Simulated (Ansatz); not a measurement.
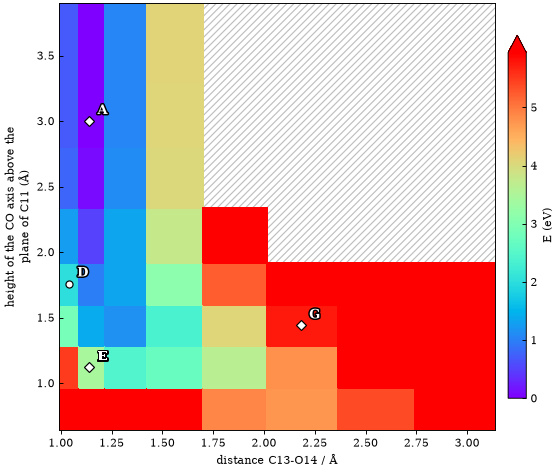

CO on a C(100) slab cut from the P6/mmm phase, its upper half relaxed before the scan (12 atoms of substrate and one adsorbate in a 2 × 1 cell). 
- CO lies flat over one site of a rigid substrate while its bond length and height are varied; it sits over a bridge site, heights counted from the top plane, its axis along the second surface vector.
- Coordinates scanned: (1) distance C13-O14; (2) height of the CO axis above the plane of C11.
- Grid: 8 × 8 points. At 15 points there is no value (left out: too close to the surface, or the stretched molecule far from it).
- Points are written as (first, second).
- Energies: eV, counted from the lowest grid point.
- Computed with DFT PBE, scalar-relativistic, plane waves, PAW (Ansatz). Settings: cutoff 420 eV, k-mesh 6×3×1, gaussian smearing 0.1 eV, no spin polarisation.

The picture shows one coloured cell a grid point, one colour for all values above the top of the scale, hatched blanks where no value was computed, lettered points.

Rank the lettered points by energy, lowest first.

Answer. A (0.012 eV), D (2.0 eV), E (3.4 eV), G (5.8 eV).

PAW datasets: the set soft_1.
